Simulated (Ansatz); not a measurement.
## Electronic structure of PtSe2 in real space

Input

```
crystal:
  lattice:
    - [3.7730056198, 0.0, 0.0]
    - [-1.8865028099, 3.2675187154, 0.0]
    - [0.0, 0.0, 5.1286129021]
  atoms:
    - { symbol: Pt, position: [0.0, 0.0, 0.0] }
    - { symbol: Se, position: [0.6666666667, 0.3333333333, 0.75] }
    - { symbol: Se, position: [0.3333333333, 0.6666666667, 0.25] }
hamiltonian:
  xc: pbesol
  pseudopotentials: { kind: paw }
kpoints:
  mp_grid: { grid: [8, 8, 5] }
scf:
  occupations: { method: fermi_dirac, width: 0.05 }
output:
  forces: true
  stress: true
  eigenvalues: true
  write_density: true
  write_potential: true
  elf: true
  volumetric_format: npy
```

Launched as:

```sh
ansatz run input.yaml --threads 2 --pin off --max-ram 5632MiB --backend cpu --events-out ev --progress --plain --runs-dir out
```

Below, planes, directions and counts refer to the conventional cell (a = 3.77 Å, b = 3.77 Å, c = 5.13 Å, α = 90.00°, β = 90.00°, γ = 120.00°).

Space group P-3m1; computed pressure about −3 GPa in this cell.

Theory: Ansatz, Kohn-Sham DFT of a periodic cell, PBEsol, Ansatz PAW.

The density is the valence pseudo-density of a PAW calculation; it isn't the true density close to the nuclei.

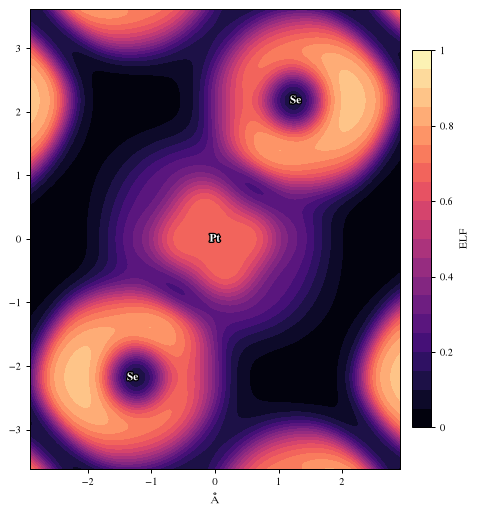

Figure 1. Electron localisation function on the (110) plane of the conventional cell.

Question: Read the bonding off the picture.

Answer:
- The section cuts through Pt and Se sites.
- Pt–Se (2.53 Å): the ELF is about 0.50 at the midpoint.
- The features right at Pt lie inside the PAW spheres, where the map follows smoothed inner orbitals and isn't to be read closely.

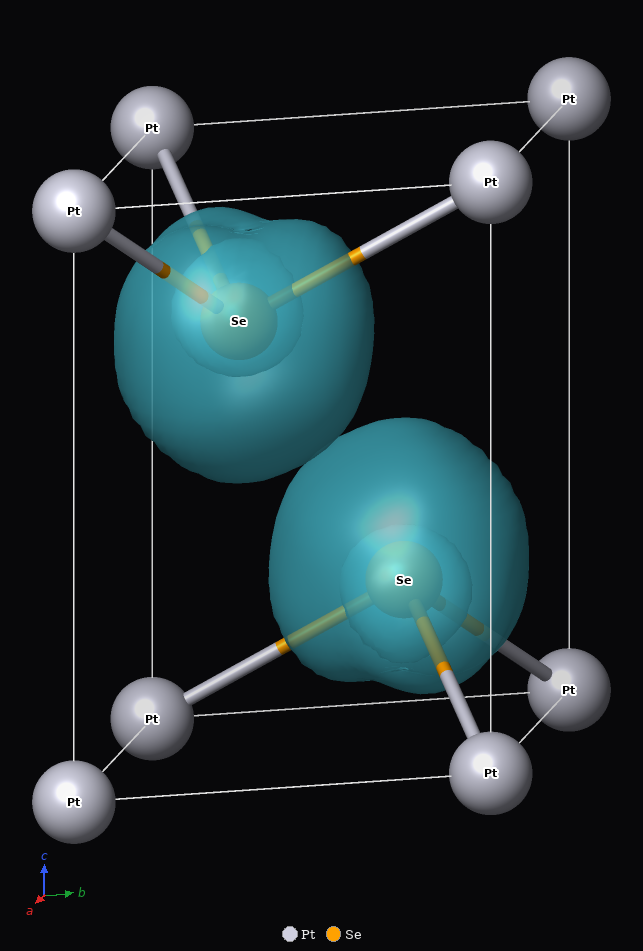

Figure 2. Isosurface of the electron localisation function at 0.65 (cyan), seen slightly off an axis. Core shells and regions of very low density are left out. Sticks mark near contacts.

Question: Describe the localisation domains.

Answer: The ELF exceeds this value in two regions wrapped around Se (the valence shell of each), counted in one cell of 3 atoms. Any copies at cell faces, edges or corners count once.

Question: Metal or insulator at this level of theory?

Answer: It is gapless in this calculation (a metal or semimetal); semilocal functionals without U, or without the true magnetic order, often close the gap of such compounds.
